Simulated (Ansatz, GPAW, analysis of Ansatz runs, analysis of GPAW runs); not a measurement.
## Charge-transition level of substitutional B in diamond (RPBE) (GPAW)

How near does this set-up come to the measured charge-transition level? Subject: substitutional B in diamond. Set-up: RPBE, plane waves 500 eV, 64-site cell, RPBE lattice, k: the zone centre alone then 2x2x2 shifted, start relaxed with Ansatz. The model is a cell of 64 host atoms with 1 C taken out and 1 B put in. The level is the Fermi energy at which two charge states have equal formation energy, after a correction for the images of the charge.

**The experiment.** (0/-1) level above the valence-band top: 0.368 eV, by acceptor ionization energy (cited; method not stated) (quoted in “Phosphorescence and donor-acceptor pair recombination in laboratory-grown diamonds”, 2023, Jiahui Zhao et al., quoting earlier work (1993)).

Program: GPAW 26.7.0. Level of theory: GPAW plane-wave PAW DFT, RPBE; relaxation of all atoms of a defect supercell. Results are calculated unless marked as measured.

### Step 1. The starting structure

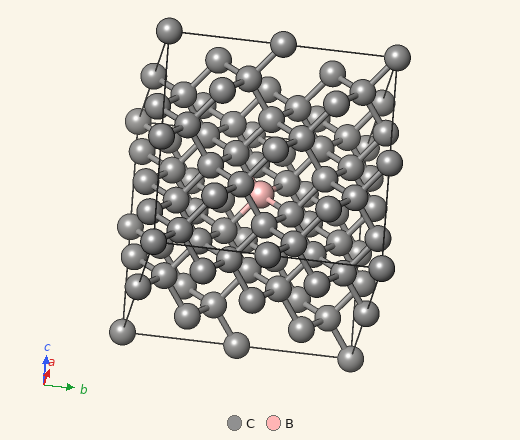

The cell as given, from a free direction (carbon grey, boron pink). Bonds to atoms that aren't drawn are left out. Some periodic images of atoms are drawn too.

The cell holds 64 atoms: 63 C and 1 B. Cell: a = 7.177 Å, b = 7.177 Å, c = 7.177 Å, α = 90.0°, β = 90.0°, γ = 90.0°. It derives from C (space group Fd-3m). Nearest the centre at fractional (0.375, 0.375, 0.375): B8 at 0.02 Å, C27 at 1.59 Å, C42 at 1.59 Å, C49 at 1.59 Å, C4 at 1.61 Å, C5 at 2.53 Å, C6 at 2.53 Å, C7 at 2.54 Å.

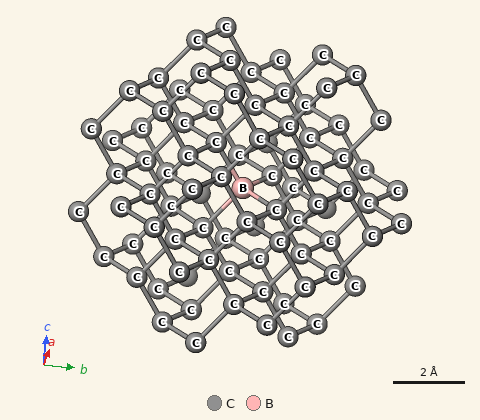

The atoms within 5 Å of the centre.

The host's primitive cell comes from a first run (GPAW plane-wave PAW DFT, RPBE; relaxation of cell and atoms of a defect-free cell): vectors of 2.538, 2.538 and 2.538 Å. That is 5.78 Å³ an atom, 1.9 % over the diffraction cell's volume. The supercell is built on it.

This program's steps are dear, so the start below was first relaxed with Ansatz (plane-wave PAW DFT, PBE; 15 s).

### Step 2. Relaxation, charge 0

Every later number rests on the structure around the defect, so the atoms are relaxed at the host's lattice first.

Input file run.py:

```python
import numpy as np
from ase.io import read, write
from ase.parallel import parprint, world
from gpaw import GPAW, PW
from ase.optimize import BFGS

atoms = read('POSCAR')
magmoms = np.zeros(len(atoms))
magmoms[[7, 26, 41, 48]] = 1 / 4
atoms.set_initial_magnetic_moments(magmoms)
calc = GPAW(mode=PW(500),
            xc='RPBE',
            kpts={'size': (1, 1, 1), 'gamma': True},
            occupations={'name': 'fermi-dirac', 'width': 0.01, 'fixmagmom': True},
            nbands=136,
            convergence={'density': 1e-05, 'forces': 0.001},
            maxiter=150,
            symmetry='off',
            txt='gpaw.txt')
atoms.calc = calc
opt = BFGS(atoms, trajectory='relax.traj', logfile='-')
done = opt.run(fmax=0.02, steps=80)
parprint('Converged:', done)
energy = atoms.get_potential_energy()
forces = atoms.get_forces()
parprint(f'Energy: {energy:.6f} eV, largest force {np.linalg.norm(forces, axis=1).max():.4f} eV/A')
calc.write('gs.gpw')
write('final.xyz', atoms)
parprint('Moments:', atoms.get_magnetic_moments().round(3))
for s in range(calc.get_number_of_spins()):
    parprint('Levels (eV), spin', s, calc.get_eigenvalues(kpt=0, spin=s)[-16:].round(3))
```

Input file POSCAR:

```
C  B  C 
 1.0000000000000000
     7.1774074939203381    0.0000000000000009    0.0000000000000000
    -0.0000000000000004    7.1774074939203389    0.0000000000000000
    -0.0000000000000004   -0.0000000000000018    7.1774074939203345
 C   B   C  
   7   1  56
Direct
 -0.0009705669487637 -0.0014743324148541  0.2489662591398585
 -0.0009895997021257  0.2491843788556042 -0.0016953728163512
  0.2497071519290257 -0.0014964882784734 -0.0016923032344622
  0.2455990178959832  0.2450621609768033  0.2448801305407266
  0.1256062934967834  0.1251384887953708  0.3740061073936691
  0.1256213563575417  0.3743055694467848  0.1248933561312184
  0.3747400907522994  0.1251283187486167  0.1248541608391277
  0.3769644399042453  0.3765281076678105  0.3762561258674838
 -0.0001061053158066 -0.0006284578721788  0.7489073517345521
 -0.0000650102820895  0.2495787973506589  0.4989561415311211
  0.2500619618740881 -0.0005950502105694  0.4989680127278153
  0.2500377153711991  0.2495421539695646  0.7488600757403836
  0.1257511208002404  0.1252548060553363  0.8747921642898120
  0.1248768782472829  0.3765901548543352  0.6257413027298536
  0.3770782985787408  0.1243960026217340  0.6257629864338670
  0.3755351247761689  0.3750624007857404  0.8748929731597126
 -0.0000746669595890  0.4991781636406928  0.2493303341100788
 -0.0001372384504389  0.7490800917562888 -0.0008503844507158
  0.2500093067026202  0.4991711296990476 -0.0007715507727432
  0.2500227331376161  0.7490399660098342  0.2493144431971606
  0.1248963111171617  0.6260011738475674  0.3763660784515550
  0.1257519274932337  0.8750150819894018  0.1250174690509144
  0.3770760637044214  0.6259771076614102  0.1241662473276989
  0.3755828829012605  0.8751695852736406  0.3748415398314560
 -0.0010322627677467  0.4988822295398211  0.7497201862855903
 -0.0009900780069865  0.7499153973334144  0.4986921043187392
  0.2456884709414947  0.5020545316253927  0.5018355686337046
  0.2498391875783586  0.7496080639090359  0.7494526415900679
  0.1256541758668391  0.6250271182806062  0.8751689076566438
  0.1256811570688404  0.8753900405424299  0.6248377685728578
  0.3746775956186494  0.6258006828986504  0.6255856083487785
  0.3758679632524222  0.8752488458549882  0.8750673555475689
  0.4997063063568825 -0.0006032965571537  0.2493285282694129
  0.4996825295980540  0.2495404644813642 -0.0007788410759644
  0.7496274186623719 -0.0006341093931088 -0.0008485917756521
  0.7495560138069123  0.2495626772417715  0.2493052777731684
  0.6265010847690237  0.1244098823510389  0.3763427238678217
  0.6264587124941637  0.3765722082215934  0.1241497585313102
  0.8755425500588494  0.1252540133062601  0.1249950264723682
  0.8756533044684957  0.3751032946922984  0.3748288440929203
  0.4994230070900817 -0.0015561540056091  0.7497304424007278
  0.5025471112542379  0.2451509731313261  0.5018152651218634
  0.7504806387303652 -0.0015194954076953  0.4986710306428189
  0.7501306144599490  0.2493175980424810  0.7494100989781839
  0.6255402231000312  0.1251704555886369  0.8751414535363234
  0.6262722466101147  0.3742591689643706  0.6255580484779176
  0.8759008693694371  0.1251990547481563  0.6248077010576970
  0.8757730898938757  0.3753839281523069  0.8750520564648853
  0.5025126556342724  0.5020500185447037  0.2449567307883579
  0.4993951704591437  0.7498887040424794 -0.0017181975910300
  0.7504047380345340  0.4988678201469290 -0.0017221881217885
  0.7501707640786920  0.7496175881863169  0.2491073308497740
  0.6262915748948180  0.6258103980121652  0.3739688788846467
  0.6255413111233916  0.8753697973443479  0.1249382833891066
  0.8758606033947144  0.6250404481875360  0.1249517498090821
  0.8757953080888137  0.8752829482863034  0.3751509045213327
  0.4995271226401249  0.4990173170413484  0.7486459246421485
  0.4995785321446214  0.7488101046563637  0.4988409188452609
  0.7493463821523560  0.4990540263040592  0.4988217320819330
  0.7496050884612705  0.7490378385701025  0.7488834026819899
  0.6255932882955670  0.6250666474606942  0.8746805599797493
  0.6256324166303084  0.8748742798356618  0.6249137223566259
  0.8753967937902077  0.6251104115253876  0.6248909839661124
  0.8756538405213485  0.8751160870830560  0.8749254691731503
```

Run with:

```bash
$ OMP_NUM_THREADS=1 mpirun -n 4 gpaw python run.py > stdout
```

Output:

```text
__  _  _
 | _ |_)|_||  |
 |__||  | ||/\| - 26.7.0

Input parameters:
  mode=PW(ecut=500.0),
  convergence={'density': 1e-05, 'forces': 0.001},
  kpts=MonkhorstPack(size=(1, 1, 1), gamma=True),
  maxiter=150,
  nbands=136,
  occupations=Occupations(name='fermi-dirac', width=0.01, fixmagmom=True),
  symmetry=Symmetry(point_group=False, time_reversal=False),
  xc=XC(name='RPBE')

Diagonalizing LCAO Hamiltonian
Converting LCAO to pw mode

                 C        C
            C  C     C C
         C   C C  C   C C
          C C   C C  C   C
          CC    CC CC     C
       C    CCC      CCC
        C    C B C    CCC
         CCC      C C
          C C   C  C C   C
       C   C C  C   C C
        C     C  C     C
           C        C

Atoms  # Å, Bohr magnetons
|    | symbol |         x |         y |         z |    initial magnetic moments |
|----|--------|-----------|-----------|-----------|-----------------------------|
|  0 |      C | -0.006966 | -0.010582 |  1.786932 | ( 0.0000,  0.0000,  0.0000) |
|  1 |      C | -0.007103 |  1.788498 | -0.012168 | ( 0.0000,  0.0000,  0.0000) |
|  2 |      C |  1.792250 | -0.010741 | -0.012146 | ( 0.0000,  0.0000,  0.0000) |
|  3 |      C |  1.762764 |  1.758911 |  1.757604 | ( 0.0000,  0.0000,  0.0000) |
|  4 |      C |  0.901528 |  0.898170 |  2.684394 | ( 0.0000,  0.0000,  0.0000) |
|  5 |      C |  0.901636 |  2.686544 |  0.896411 | ( 0.0000,  0.0000,  0.0000) |
|  6 |      C |  2.689662 |  0.898097 |  0.896129 | ( 0.0000,  0.0000,  0.0000) |
|  7 |      B |  2.705627 |  2.702496 |  2.700544 | ( 0.0000,  0.0000,  0.2500) |
|  8 |      C | -0.000762 | -0.004511 |  5.375213 | ( 0.0000,  0.0000,  0.0000) |
|  9 |      C | -0.000467 |  1.791329 |  3.581212 | ( 0.0000,  0.0000,  0.0000) |
| 10 |      C |  1.794797 | -0.004271 |  3.581297 | ( 0.0000,  0.0000,  0.0000) |
[...]
Unit cell  # Å
| periodic |         x |         y |        z |  lengths |    angles |
|----------|-----------|-----------|----------|----------|-----------|
|      yes |  7.177407 |  0.000000 | 0.000000 | 7.177407 | 90.000000 |
|      yes | -0.000000 |  7.177407 | 0.000000 | 7.177407 | 90.000000 |
|      yes | -0.000000 | -0.000000 | 7.177407 | 7.177407 | 90.000000 |

Number of symmetries: 1
Symmetry operations  # r_c * U_cc + t_c -> r_c
|   | kind |            matrix            |
|---|------|------------------------------|
| 0 |  E   |  1, 0, 0,  0, 1, 0,  0, 0, 1 |

BZ-sampling:
  Number of BZ points: 1
  Number of IBZ points: 1

  Monkhorst-Pack size: [1, 1, 1]
  Monkhorst-Pack shift: [0, 0, 0]

K-points  # in reciprocal-cell coordinates
|   |                                coordinates |     weight |
|---|--------------------------------------------|------------|
| 0 | (  0.00000000,   0.00000000,   0.00000000) | 1.00000000 |

Plane wave coefficients: 4718
Cutoff: 500.0 eV

Spin-components: 2 (collinear spins)
Bands:           136
Projectors:      320
Spin-degeneracy: 1
Datatype:        float64

Density:
  Valence electrons: 255.0
  Components: 2
  Grid points: [40 40 40]
  Charge: 0.0  # |e|

Potential:
  Grid points: [40 40 40]

species:
  C:
    name:    Carbon
    Z:       6.0
    valence: 4
    core:    2
    charge:  0.0  # [|e|]
    compensation charges:
      type: gauss
      rc: 0.20  # [Å]
      lmax: 2
    cutoffs:
      filter: 1.14  # [Å]
      core: 1.14  # [Å]
    projectors
    | kind |    occ | energy [eV] | rcut [Å] |
    |------|--------|-------------|----------|
    |   2s |  2.000 |     -13.815 |    0.635 |
    |   2p |  2.000 |      -5.254 |    0.635 |
    |    s |        |      13.396 |    0.635 |
    |    p |        |      21.957 |    0.635 |
    |    d |        |       0.000 |    0.635 |

    Using partial waves for C as LCAO basis

  B:
    name:    Boron
    Z:       5.0
    valence: 3
    core:    2
    charge:  0.0  # [|e|]
    compensation charges:
      type: gauss
      rc: 0.20  # [Å]
      lmax: 2
    cutoffs:
      filter: 1.14  # [Å]
      core: 1.38  # [Å]
    projectors
    | kind |    occ | energy [eV] | rcut [Å] |
    |------|--------|-------------|----------|
    |   2s |  2.000 |      -9.489 |    0.635 |
    |   2p |  1.000 |      -3.587 |    0.635 |
    |    s |        |      17.723 |    0.635 |
    |    p |        |      23.625 |    0.635 |
    |    d |        |       0.000 |    0.635 |

    Using partial waves for B as LCAO basis

Reference energy: -65520.088667  # eV

eigensolver:
  PPCG
  Converge bands: occupied
  niter=2

density mixing:
  MSR1-Mixer
  Pratt-step length: 0.05
  Maximum mixing coefficient: 0.75
  Old densities: 10
  SVD Regularization: 0.005
  Good broyden scale: 1.0
  Trust region scale: 1.0
  Backstep threshold: 4.0
  History deletion threshold: 6.0
  Fourier metric: weight=20.0, sigma=0.015

occupation numbers:
  Fixed magnetic moment: 1.000
  Fermi-Dirac:
    width: 0.0100  # eV

poisson solver:
  ecut: 4000.0  # eV

xc functional:
  name: RPBE with 2 nearest neighbor stencil

Initialization done in: 9.000 s

convergence criteria:
- Maximum integral of absolute [dens]ity change: 1e-05 electrons / valence electron
- Maximum change in the atomic [forces] across last 2 cycles: 0.001 eV/Ang OR
[...]
Total magnetic moment: (0.000000, 0.000000, 1.000000)

Local magnetic moments
|        x |        y |        z |
|----------|----------|----------|
| 0.000000 | 0.000000 | 0.013090 |  # C    0
| 0.000000 | 0.000000 | 0.013127 |  # C    1
| 0.000000 | 0.000000 | 0.013081 |  # C    2
| 0.000000 | 0.000000 | 0.038758 |  # C    3
| 0.000000 | 0.000000 | 0.008728 |  # C    4
| 0.000000 | 0.000000 | 0.008794 |  # C    5
| 0.000000 | 0.000000 | 0.008726 |  # C    6
| 0.000000 | 0.000000 | 0.014458 |  # B    7
| 0.000000 | 0.000000 | 0.007145 |  # C    8
| 0.000000 | 0.000000 | 0.007030 |  # C    9
[...]
Fermi levels: 13.838, 12.161
Eigenvalues  # (at kpt = [0.000, 0.000, 0.000])
| band index |      eig [eV] | occ [0-1] |      eig [eV] | occ [0-1] |
|------------|---------------|-----------|---------------|-----------|
|          0 |        -9.445 |     1.000 |        -9.423 |     1.000 |
|        ... |               |           |               |           |
|        120 |         9.226 |     1.000 |         9.291 |     1.000 |
|        121 |         9.228 |     1.000 |         9.292 |     1.000 |
|        122 |        10.035 |     1.000 |        10.063 |     1.000 |
|        123 |        10.038 |     1.000 |        10.066 |     1.000 |
|        124 |        10.146 |     1.000 |        10.295 |     1.000 |
|        125 |        11.941 |     1.000 |        11.953 |     1.000 |
|        126 |        11.945 |     1.000 |        11.957 |     1.000 |
|        127 |        12.239 |     1.000 |        12.359 |     0.000 |
|        128 |        16.209 |     0.000 |        16.226 |     0.000 |
[...]
Gap: 3.850 eV
Transition (v -> c):
  (s=1, k=0, n=127, [0.00, 0.00, 0.00]) -> (s=0, k=0, n=128, [0.00, 0.00, 0.00])
No difference between direct/indirect transitions

Forces  # eV/Ang
|        x |        y |        z |
|----------|----------|----------|
[...]
C        C
            C  C     C C
         C   C C  C   C C
          C C   C C  C   C
          CC    CC CC     C
       C    CCC      CCC
        C    C B C    CCC
         CCC      C C
          C C   C  C C   C
       C   C C  C   C C
        C     C  C     C
           C        C

Atoms  # Å, Bohr magnetons
|    | symbol |         x |         y |         z |    initial magnetic moments |
|----|--------|-----------|-----------|-----------|-----------------------------|
[...]
|  7 |      B |  2.705464 |  2.702128 |  2.700355 | ( 0.0000,  0.0000,  0.0145) |
[...]
| 59 |      C |  5.380186 |  5.376277 |  5.375052 | ( 0.0000,  0.0000,  0.0063) |
| 60 |      C |  4.490121 |  4.486382 |  6.277837 | ( 0.0000,  0.0000,  0.0071) |
| 61 |      C |  4.490402 |  6.279227 |  4.485137 | ( 0.0000,  0.0000,  0.0071) |
| 62 |      C |  6.282972 |  4.486594 |  4.485056 | ( 0.0000,  0.0000,  0.0071) |
| 63 |      C |  6.284761 |  6.280992 |  6.279550 | ( 0.0000,  0.0000,  0.0062) |

Unit cell  # Å
| periodic |         x |         y |        z |  lengths |    angles |
|----------|-----------|-----------|----------|----------|-----------|
|      yes |  7.177407 |  0.000000 | 0.000000 | 7.177407 | 90.000000 |
|      yes | -0.000000 |  7.177407 | 0.000000 | 7.177407 | 90.000000 |
|      yes | -0.000000 | -0.000000 | 7.177407 | 7.177407 | 90.000000 |

Initialization done in: 0.993 s

convergence criteria:
- Maximum integral of absolute [dens]ity change: 1e-05 electrons / valence electron
- Maximum change in the atomic [forces] across last 2 cycles: 0.001 eV/Ang OR
Maximum error relative to the maximum force is below inf
- Maximum [total energy] change in last 3 cyles: 0.0005 eV / valence electron
- Maximum integral of absolute [eigenst]ate change: 4e-08 eV^2 / valence electron
maximum number of iterations: 150

SCF iterations
|iter     | |      energy | eigst |  dens |force |  magmom |
|---------|-|-------------|-------|-------|------|---------|
|iter:   1| | -542.010777c| -5.56 |       |      |  +1.0004|
|iter:   2| | -542.010771c| -7.28 | -3.91 |      |  +1.0004|
|iter:   3| | -542.010750c| -6.43 | -3.96 |      |  +1.0002|
|iter:   4| | -542.010748c| -7.24 | -4.25 |      |  +1.0001|
|iter:   5| | -542.010748c| -7.86c| -4.55 |      |  +1.0001|
|iter:   6| | -542.010748c| -8.25c| -4.93 |      |  +1.0000|
|iter:   7| | -542.010748c| -8.81c| -5.27c|-1.37 |  +1.0000|
|iter:   8| | -542.010748c| -9.41c| -5.61c|-3.90c|  +1.0000|

Converged in 8 steps
SCF loop duration: 11.634 s (1.454 s/step)
Energy contributions relative to reference atoms: (reference = -65520.088667)

Energy contributions:
  Kinetic:         508.603154
  Coulomb:        -477.459127
  Zero:              0.741000
  External:          0.000000
  Xc:             -573.895775
  Entropy:          -0.000000
  Spinorbit:         0.000000
  ----------------------------
  Free energy:    -542.010748
  Extrapolated:   -542.010748

dipole moment: (113.328158, 112.433591, 112.061219)  # |e|*Ang

Total magnetic moment: (0.000000, 0.000000, 1.000001)

Local magnetic moments
|        x |        y |        z |
|----------|----------|----------|
[...]
Fermi levels: 13.838, 12.159
Eigenvalues  # (at kpt = [0.000, 0.000, 0.000])
| band index |      eig [eV] | occ [0-1] |      eig [eV] | occ [0-1] |
|------------|---------------|-----------|---------------|-----------|
[...]
|        ... |               |           |               |           |
[...]
|        131 |        16.287 |     0.000 |        16.305 |     0.000 |
|        132 |        16.288 |     0.000 |        16.305 |     0.000 |
|        133 |        16.343 |     0.000 |        16.365 |     0.000 |
|        134 |        16.618 |     0.000 |        16.637 |     0.000 |
|        135 |        16.623 |     0.000 |        16.652 |     0.000 |

Gap: 3.852 eV
Transition (v -> c):
  (s=1, k=0, n=127, [0.00, 0.00, 0.00]) -> (s=0, k=0, n=128, [0.00, 0.00, 0.00])
No difference between direct/indirect transitions

Forces  # eV/Ang
|        x |        y |        z |
|----------|----------|----------|
[...]
| -0.00354 |  0.00250 | -0.00353 |  # C   59
|  0.00221 |  0.00457 | -0.00124 |  # C   60
| -0.00157 |  0.00113 | -0.00085 |  # C   61
| -0.00086 |  0.00065 |  0.00119 |  # C   62
| -0.00256 |  0.00041 | -0.00204 |  # C   63

# Writing to gs.gpw (mode='')
```

Wall time 44 s (4 MPI ranks of Arm Neoverse V2, shared host); peak memory 1.4 GiB; 2.9 min of CPU time.

No atom moved by 0.005 Å in the relaxation.

Neighbours of B8 at the end:

```csv
atom,distance (Å)
C49,1.585
C27,1.585
C42,1.585
C4,1.632
C46,2.531
C31,2.531
C53,2.531
C23,2.546
C21,2.546
C14,2.546
C38,2.546
C15,2.546
C37,2.546
C6,2.551
C5,2.552
C7,2.552
```

Read from the output:

| Item | Value |
| --- | --- |
| total moment | 1.000 μB |

[end of part 1 of 4]

[Logs are printed without paths, hosts, clocks, repeated set-up lines and the standing remarks that a program may print on its own settings, such as how far it seeks lower states.]

[Hosts, paths, dates, database ids (printed as entryN), source tags and the programs' standing remarks are cut or masked in the printed files.]

[For some hosts the program warned that the k-mesh of the response run may be too coarse for force constants and the static dielectric constant; such warnings are not shown here.]
